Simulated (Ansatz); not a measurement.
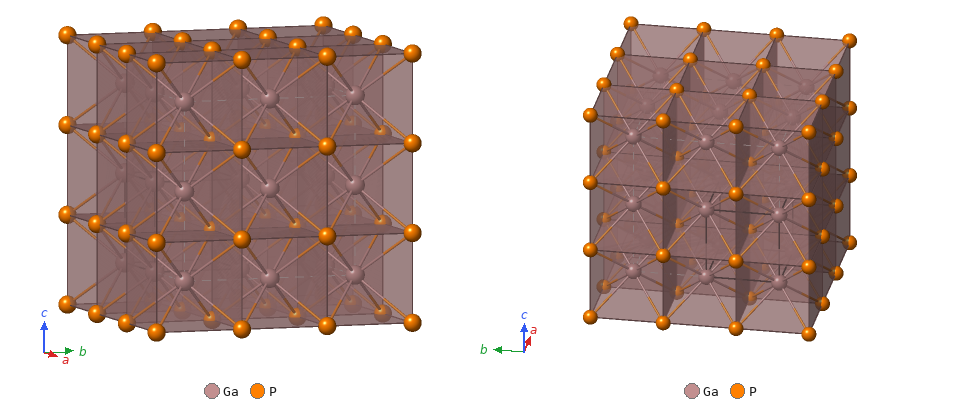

Polyhedra are drawn about Ga (bonds: Ga–P below 3.1 Å); other atoms are plain spheres. Two views of the same piece.

System GaP (space group Pm-3m, No. 221); source of the atomic positions: the input geometry of an electronic-structure calculation (not necessarily at equilibrium); the starting structure was generated, so it need not be a known form of this composition.

### What figure surrounds each Ga atom, and what does it share with the other drawn polyhedra?

Ga: GaP8 cube, sharing corners with eight neighbours, edges with twelve neighbours and faces with six neighbours.

### What is the connectivity of the polyhedra: isolated, groups, chains, layers or framework?

They form a three-dimensional framework of corner-, edge- and face-sharing cubes.

### How far apart are the centres of linked polyhedra?

Centre to centre across a shared corner: 5.52 Å; across a shared edge: 4.51 Å; across a shared face: 3.19 Å.
